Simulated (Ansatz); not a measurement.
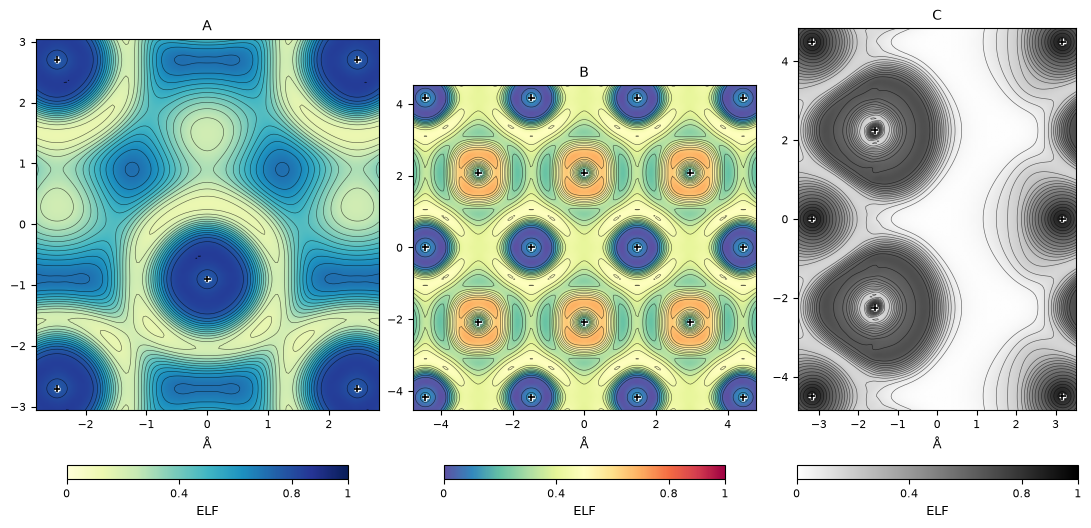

The ELF of 3 systems, each on a plane through atoms (crosses mark nuclei in the plane).

Method: Ansatz 0.2.0, DFT LDA, scalar-relativistic, plane waves, PAW.

System 1: AgI, the (110) plane of the conventional cell. Space group F-43m.

```xyz
8
Lattice="6.3483 0.0000 0.0000 0.0000 0.0000 -6.3483 0.0000 6.3483 0.0000" Properties=species:S:1:pos:R:3 pbc="T T T"
Ag    3.1742    0.0000   -3.1742
Ag    0.0000    3.1742   -3.1742
Ag    0.0000    0.0000    0.0000
Ag    3.1742    3.1742    0.0000
I     1.5871    1.5871   -4.7612
I     4.7612    4.7612   -4.7612
I     4.7612    1.5871   -1.5871
I     1.5871    4.7612   -1.5871
```

System 2: AlRu, the (101̄) plane of the conventional cell. Space group Pm-3m; computed without spin polarisation.

```
Al Ru
1.0
     2.95376    0.00000    0.00000
     0.00000    2.95376    0.00000
     0.00000    0.00000    2.95376
Al Ru
1 1
Cartesian
  0.0000 0.0000 0.0000
  1.4769 1.4769 1.4769
```

System 3: Hf, the (110) plane of the conventional cell. Space group P6₃/mmc.

```yaml
crystal:
  lattice:
    - [3.12076, 0.00000, 0.00000]
    - [-1.56038, 2.70266, 0.00000]
    - [0.00000, 0.00000, 4.93926]
  atoms:
    - { symbol: Hf, position: [0.33333, 0.66667, 0.25000] }
    - { symbol: Hf, position: [0.66667, 0.33333, 0.75000] }
```

**Which map belongs to which system?**

Panel A is system 3, Hf: the plane holds Hf. Hf–Hf (3.06 Å): the ELF is about 0.20 at the midpoint: no localised pair shows between them. Panel B is system 2, AlRu: the plane holds Al and Ru. Al–Ru (2.56 Å): the ELF is about 0.40 at the midpoint. Panel C is system 1, AgI: the plane holds Ag and I. Ag–I (2.75 Å): the ELF is about 0.35 at the midpoint and 0.15 at its lowest between the atoms.
